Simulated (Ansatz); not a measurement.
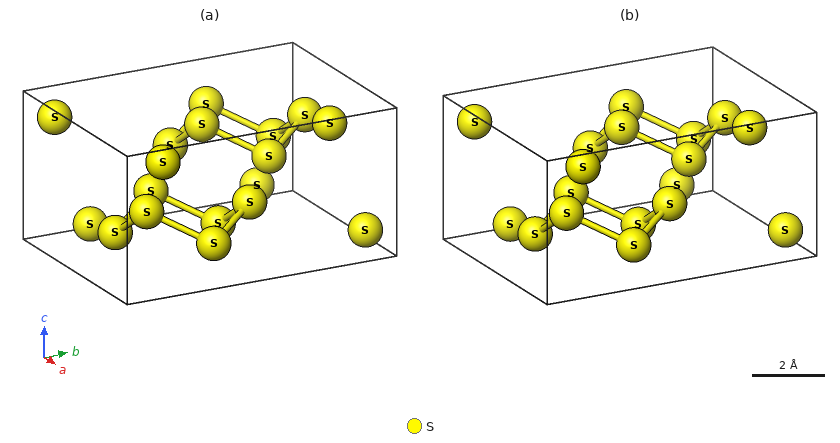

Left: solid S (built on the database structure type). Right: the same structure after one change, at the same scale. The picture is a ball-and-stick view of the conventional cell (3 times the calculation's cell), seen slightly off an axis. Lengths and directions refer to the drawn axes.

Method: DFT, HSE06, plane waves, PAW in Ansatz. Set-up: plane-wave cutoff 420 eV; k-point mesh 4 × 4 × 4; occupations fixed; no spin polarisation.

**Which change leads from the left to the right?**

The cell is strained by −3.1 % along c and none across it (volume −3.1 %) and atoms are displaced by 0.01 Å relative to the cell. No relaxation follows.

**How do the computed properties respond?**

The space group stays R-3 (No. 148). It costs 9.4 meV per atom. The pressure goes from 0.2 to 0.6 GPa. The principal stresses (compression positive) are 1.9 GPa along c and −0.1 GPa across it. The largest forces, 0.35 eV/Å, act on 6 S atoms of the calculation's cell.
